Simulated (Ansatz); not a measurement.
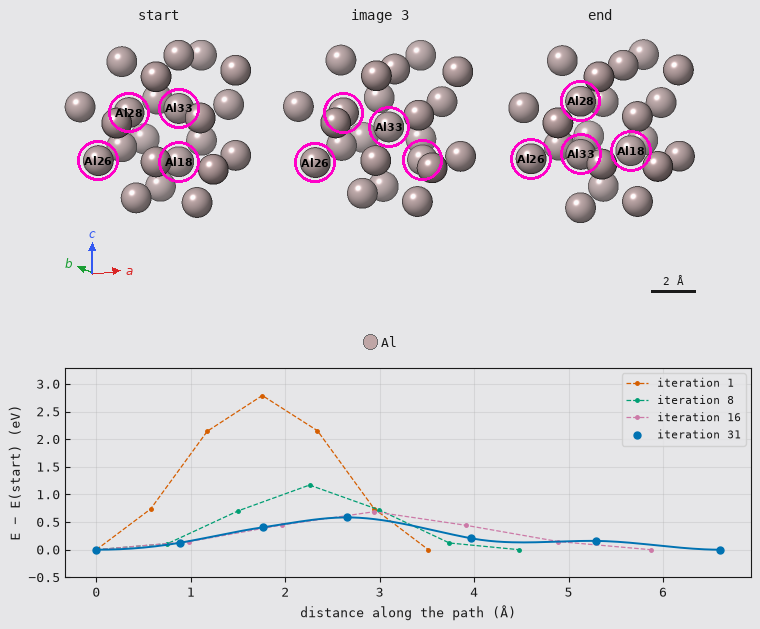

NEB run on Al with an interstitial Al (33 atoms in the cell). Images are numbered from 0 (start) to 6 (end). The plot follows the band through its iterations. A spheres-only model of the atoms within 4.4 Å of the middle of the path, seen slightly off an axis. The atoms that move most are ringed.

The calculation used Ansatz 0.2.0, DFT LDA, scalar-relativistic, plane waves, PAW. Run with plane-wave cutoff 420 eV; k-point mesh 2 × 2 × 2; Gaussian smearing 0.1 eV; 5 movable images; climbing image; force threshold 0.05 eV/Å; iteration limit 80; starting path by image-dependent pair potential.

Q: How did the profile develop, and is the result final?

A: The result is final at these settings. The band converged in 31 iterations. The climbing image converged on the top of the path. A check of its curvatures found one unstable direction (−0.51 eV/Å²), as a transition state must have. The first iteration put the highest image at 2.79 eV. The two ends have the same energy, and the highest point, image 3, lies 0.58 eV above the start.

Limits of the set-up: the k-point mesh is coarse for a cell with partly filled bands; the periodic images lie only 8.1 Å apart, so the values are limited by the cell's size.

The run took 13 min on 2 threads of Intel(R) Xeon(R) Platinum 8488C (Sapphire Rapids), on a shared host, peak memory 1.9 GiB.
